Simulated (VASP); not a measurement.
**Geometry relaxation, with input and output: SnS₂ (part 2 of 4)**

SnS₂ (slab, 6 atoms in the cell); Kohn-Sham DFT of a periodic cell, rev-vdW-DF2, VASP PAW PBE potentials, recommended, no spin polarisation (VASP 6.6.1); cutoff 600 eV, 12×12×1 k-mesh, Gaussian smearing of 0.03 eV. The structure derives from an entry of the Crystallography Open Database.

Geometry of the input (Å; fractional positions):
```
3.6390  -0.0000  0.0000
-1.8195  3.1515  0.0000
0.0000  0.0000  26.8020
S  0.6667  0.3333  0.3358
S  0.3333  0.6667  0.4453
S  0.6667  0.3333  0.5547
S  0.3333  0.6667  0.6642
Sn 0.0000  0.0000  0.3905
Sn 0.0000  0.0000  0.6095
```

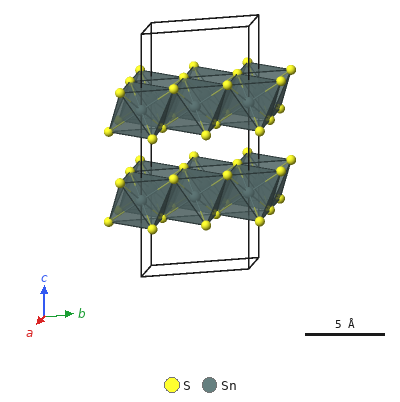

*The input geometry (polyhedral view of the 1 × 2 repeat of the cell, with the vacuum cut short, seen slightly off an axis; polyhedra are completed across the faces of the cell). An atom can appear more than once, as a periodic image.*

Parts of OUTCAR, continued:
```
--------------------------------------- Ionic step        1  -------------------------------------------

 number of electron      51.9999990 magnetization

 Free energy of the ion-electron system (eV)
  ---------------------------------------------------
  ext. energy  EPLUGINS =         0.00000000
  ---------------------------------------------------
  free energy    TOTEN  =       -15.37984383 eV

  energy without entropy =      -15.37984383  energy(sigma->0) =      -15.37984383

------------------------ aborting loop because EDIFF is reached ----------------------------------------

  FORCE on cell =-STRESS in cart. coord.  units (eV):
  Direction    XX          YY          ZZ          XY          YZ          ZX
  --------------------------------------------------------------------------------------
  -------------------------------------------------------------------------------------
  Total        2.4259479      2.4259479      2.0822968     -0.0000000      0.0000000      0.0000000
  in kB       12.6453282     12.6453282     10.8540361     -0.0000000      0.0000000      0.0000000
  external PRESSURE =      12.0482308 kB  Pullay stress =       0.0000000 kB

 VOLUME and BASIS-vectors are now :
 -----------------------------------------------------------------------------
  energy-cutoff  :      600.00
  volume of cell :      307.37
      direct lattice vectors                 reciprocal lattice vectors
     3.639000000  0.000000000  0.000000000     0.274800769  0.158656298  0.000000000
    -1.819500000  3.151466440  0.000000000     0.000000000  0.317312597  0.000000000
     0.000000000  0.000000000 26.802000000     0.000000000  0.000000000  0.037310648

 POSITION                                       TOTAL-FORCE (eV/Angst)
 -----------------------------------------------------------------------------------
      1.81950      1.05049      9.00000        -0.000000      0.000000     -0.345886
     -0.00000      2.10098     11.93400         0.000000      0.000000      0.350739
      1.81950      1.05049     14.86800        -0.000000     -0.000000     -0.350739
     -0.00000      2.10098     17.80200         0.000000     -0.000000      0.345886
      0.00000      0.00000     10.46700         0.000000      0.000000     -0.012851
      0.00000      0.00000     16.33500         0.000000     -0.000000      0.012851
 -----------------------------------------------------------------------------------
    total drift:                                0.000000      0.000000      0.000000

  FREE ENERGIE OF THE ION-ELECTRON SYSTEM (eV)
  ---------------------------------------------------
  free  energy   TOTEN  =       -15.3798438295 eV

  energy  without entropy=      -15.3798438295  energy(sigma->0) =      -15.37984383

Total vdW correction in eV:      8.1014776

--------------------------------------- Ionic step        2  -------------------------------------------

 number of electron      52.0000008 magnetization

------------------------ aborting loop because EDIFF is reached ----------------------------------------

  FORCE on cell =-STRESS in cart. coord.  units (eV):
  Direction    XX          YY          ZZ          XY          YZ          ZX
  --------------------------------------------------------------------------------------
  -------------------------------------------------------------------------------------
  Total       -1.1995347     -1.1995347     -0.5847367      0.0000000      0.0000000      0.0000000
  in kB       -6.0156443     -6.0156443     -2.9324437      0.0000000      0.0000000      0.0000000
  external PRESSURE =      -4.9879108 kB  Pullay stress =       0.0000000 kB

 VOLUME and BASIS-vectors are now :
 -----------------------------------------------------------------------------
  energy-cutoff  :      600.00
  volume of cell :      319.48
      direct lattice vectors                 reciprocal lattice vectors
     3.709981221 -0.000000000  0.000000000     0.269543143  0.155620807  0.000000000
    -1.854990611  3.212937980  0.000000000     0.000000000  0.311241613  0.000000000
     0.000000000  0.000000000 26.802000000     0.000000000  0.000000000  0.037310648

 POSITION                                       TOTAL-FORCE (eV/Angst)
 -----------------------------------------------------------------------------------
      1.85499      1.07098      8.98331        -0.000000      0.000000      0.090228
     -0.00000      2.14196     11.95092         0.000000      0.000000     -0.081066
      1.85499      1.07098     14.85108        -0.000000      0.000000      0.081066
     -0.00000      2.14196     17.81869         0.000000     -0.000000     -0.090228
      0.00000      0.00000     10.46638         0.000000      0.000000      0.000079
     -1.85499      3.21294     16.33562         0.000000     -0.000000     -0.000079
 -----------------------------------------------------------------------------------
    total drift:                                0.000000      0.000000      0.000000

  FREE ENERGIE OF THE ION-ELECTRON SYSTEM (eV)
  ---------------------------------------------------
  free  energy   TOTEN  =       -15.4101571914 eV

  energy  without entropy=      -15.4101571914  energy(sigma->0) =      -15.41015719

Total vdW correction in eV:      8.2365527

--------------------------------------- Ionic step        3  -------------------------------------------

 number of electron      52.0000000 magnetization

------------------------ aborting loop because EDIFF is reached ----------------------------------------

  FORCE on cell =-STRESS in cart. coord.  units (eV):
  Direction    XX          YY          ZZ          XY          YZ          ZX
  --------------------------------------------------------------------------------------
  -------------------------------------------------------------------------------------
  Total       -0.0745130     -0.0745130      0.2433197     -0.0000000      0.0000000      0.0000000
  in kB       -0.3783999     -0.3783999      1.2356529     -0.0000000      0.0000000      0.0000000
  external PRESSURE =       0.1596177 kB  Pullay stress =       0.0000000 kB

 VOLUME and BASIS-vectors are now :
 -----------------------------------------------------------------------------
  energy-cutoff  :      600.00
  volume of cell :      315.49
      direct lattice vectors                 reciprocal lattice vectors
     3.686775819 -0.000000000  0.000000000     0.271239709  0.156600319  0.000000000
    -1.843387909  3.192841512  0.000000000     0.000000000  0.313200638  0.000000000
     0.000000000  0.000000000 26.802000000     0.000000000  0.000000000  0.037310648

 POSITION                                       TOTAL-FORCE (eV/Angst)
 -----------------------------------------------------------------------------------
      1.84339      1.06428      8.98877        -0.000000     -0.000000     -0.043145
     -0.00000      2.12856     11.94539        -0.000000     -0.000000      0.050160
      1.84339      1.06428     14.85661        -0.000000      0.000000     -0.050160
     -0.00000      2.12856     17.81323         0.000000      0.000000      0.043145
      0.00000      0.00000     10.46658         0.000000      0.000000     -0.003748
      0.00000     -0.00000     16.33542         0.000000      0.000000      0.003748
 -----------------------------------------------------------------------------------
    total drift:                               -0.000000     -0.000000      0.000000

  FREE ENERGIE OF THE ION-ELECTRON SYSTEM (eV)
  ---------------------------------------------------
  free  energy   TOTEN  =       -15.4186901585 eV

  energy  without entropy=      -15.4186901585  energy(sigma->0) =      -15.41869016

Total vdW correction in eV:      8.1930436

--------------------------------------- Ionic step        4  -------------------------------------------

 number of electron      52.0000000 magnetization

------------------------ aborting loop because EDIFF is reached ----------------------------------------

  FORCE on cell =-STRESS in cart. coord.  units (eV):
  Direction    XX          YY          ZZ          XY          YZ          ZX
  --------------------------------------------------------------------------------------
  -------------------------------------------------------------------------------------
  Total       -0.1233643     -0.1233643      0.2047910      0.0000000      0.0000000      0.0000000
  in kB       -0.6261576     -0.6261576      1.0394534      0.0000000      0.0000000      0.0000000
  external PRESSURE =      -0.0709539 kB  Pullay stress =       0.0000000 kB

 VOLUME and BASIS-vectors are now :
 -----------------------------------------------------------------------------
  energy-cutoff  :      600.00
  volume of cell :      315.66
      direct lattice vectors                 reciprocal lattice vectors
     3.687731335 -0.000000000  0.000000000     0.271169429  0.156559743  0.000000000
    -1.843865668  3.193669014  0.000000000     0.000000000  0.313119486  0.000000000
     0.000000000  0.000000000 26.802000000     0.000000000  0.000000000  0.037310648

 POSITION                                       TOTAL-FORCE (eV/Angst)
 -----------------------------------------------------------------------------------
      1.84387      1.06456      8.98854        -0.000000      0.000000     -0.037434
     -0.00000      2.12911     11.94562        -0.000000      0.000000      0.044343
      1.84387      1.06456     14.85638        -0.000000     -0.000000     -0.044343
     -0.00000      2.12911     17.81346         0.000000     -0.000000      0.037434
      0.00000      0.00000     10.46657        -0.000000      0.000000     -0.003642
     -1.84387      3.19367     16.33543        -0.000000      0.000000      0.003642
 -----------------------------------------------------------------------------------
    total drift:                               -0.000000      0.000000      0.000000

  FREE ENERGIE OF THE ION-ELECTRON SYSTEM (eV)
  ---------------------------------------------------
  free  energy   TOTEN  =       -15.4186779270 eV

  energy  without entropy=      -15.4186779270  energy(sigma->0) =      -15.41867793

Total vdW correction in eV:      8.1948409

--------------------------------------- Ionic step        5  -------------------------------------------

 number of electron      52.0000000 magnetization

------------------------ aborting loop because EDIFF is reached ----------------------------------------

  FORCE on cell =-STRESS in cart. coord.  units (eV):
  Direction    XX          YY          ZZ          XY          YZ          ZX
  --------------------------------------------------------------------------------------
  -------------------------------------------------------------------------------------
  Total       -0.0890261     -0.0890261      0.1334741     -0.0000000      0.0000000      0.0000000
  in kB       -0.4523405     -0.4523405      0.6781806     -0.0000000      0.0000000      0.0000000
  external PRESSURE =      -0.0755001 kB  Pullay stress =       0.0000000 kB

 VOLUME and BASIS-vectors are now :
 -----------------------------------------------------------------------------
  energy-cutoff  :      600.00
  volume of cell :      315.33
      direct lattice vectors                 reciprocal lattice vectors
     3.685804130 -0.000000000  0.000000000     0.271311216  0.156641604  0.000000000
    -1.842902065  3.192000006  0.000000000     0.000000000  0.313283207  0.000000000
     0.000000000  0.000000000 26.802000000     0.000000000  0.000000000  0.037310648

 POSITION                                       TOTAL-FORCE (eV/Angst)
 -----------------------------------------------------------------------------------
      1.84290      1.06400      8.98650         0.000000     -0.000000     -0.024404
     -0.00000      2.12800     11.94797         0.000000     -0.000000      0.024053
      1.84290      1.06400     14.85403        -0.000000      0.000000     -0.024053
     -0.00000      2.12800     17.81550        -0.000000      0.000000      0.024404
      0.00000      0.00000     10.46640         0.000000      0.000000      0.001912
      0.00000     -0.00000     16.33560         0.000000      0.000000     -0.001912
 -----------------------------------------------------------------------------------
    total drift:                               -0.000000      0.000000      0.000000

  FREE ENERGIE OF THE ION-ELECTRON SYSTEM (eV)
  ---------------------------------------------------
  free  energy   TOTEN  =       -15.4190796293 eV

  energy  without entropy=      -15.4190796293  energy(sigma->0) =      -15.41907963

Total vdW correction in eV:      8.1919457

--------------------------------------- Ionic step        6  -------------------------------------------

 number of electron      51.9999999 magnetization

------------------------ aborting loop because EDIFF is reached ----------------------------------------

  FORCE on cell =-STRESS in cart. coord.  units (eV):
  Direction    XX          YY          ZZ          XY          YZ          ZX
  --------------------------------------------------------------------------------------
  -------------------------------------------------------------------------------------
  Total       -0.0430052     -0.0430052     -0.0167526      0.0000000      0.0000000      0.0000000
  in kB       -0.2188829     -0.2188829     -0.0852655      0.0000000      0.0000000      0.0000000
  external PRESSURE =      -0.1743438 kB  Pullay stress =       0.0000000 kB

 VOLUME and BASIS-vectors are now :
 -----------------------------------------------------------------------------
  energy-cutoff  :      600.00
  volume of cell :      314.79
      direct lattice vectors                 reciprocal lattice vectors
     3.682652132 -0.000000000  0.000000000     0.271543432  0.156775674  0.000000000
    -1.841326066  3.189270295  0.000000000     0.000000000  0.313551348  0.000000000
     0.000000000  0.000000000 26.802000000     0.000000000  0.000000000  0.037310648

 POSITION                                       TOTAL-FORCE (eV/Angst)
 -----------------------------------------------------------------------------------
      1.84133      1.06309      8.98317        -0.000000      0.000000     -0.003377
     -0.00000      2.12618     11.95183        -0.000000     -0.000000     -0.009042
      1.84133      1.06309     14.85017         0.000000      0.000000      0.009042
     -0.00000      2.12618     17.81883         0.000000      0.000000      0.003377
      3.68265     -0.00000     10.46611         0.000000      0.000000      0.010807
      1.84133      3.18927     16.33589         0.000000      0.000000     -0.010807
 -----------------------------------------------------------------------------------
    total drift:                                0.000000      0.000000      0.000000

  FREE ENERGIE OF THE ION-ELECTRON SYSTEM (eV)
  ---------------------------------------------------
  free  energy   TOTEN  =       -15.4193475027 eV

  energy  without entropy=      -15.4193475027  energy(sigma->0) =      -15.41934750

Total vdW correction in eV:      8.1871485

--------------------------------------- Ionic step        7  -------------------------------------------

 number of electron      51.9999999 magnetization

------------------------ aborting loop because EDIFF is reached ----------------------------------------
```
